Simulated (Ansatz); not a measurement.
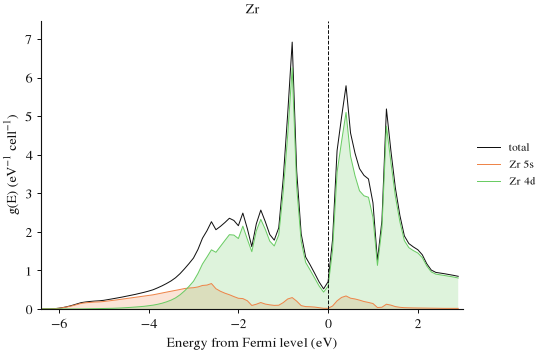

Density of states. Energies are counted from the Fermi level. The partial curves are projected on Löwdin-orthogonalised atomic shells.

System: Zr, space group P6_3/mmc (No. 194), 2 atoms in the cell.

Method: DFT PBE+U, scalar-relativistic, plane waves, PAW, U = 4.7 eV, J = 1 eV on Zr d, no spin polarisation, 6×6×4 k mesh, 280 eV cutoff, Methfessel-Paxton smearing of 0.019 eV (Ansatz 0.2.0).

Question: What is the density of states at the Fermi level?

Answer: It is a metal. The density of states at the Fermi level isn't well fixed here: it changes fast, and within 0.3 eV it runs from 0.52 to 5 per eV and cell.

The run may have settled in a state above the lowest, so this need not be the ground state. The k mesh is coarse for this system.
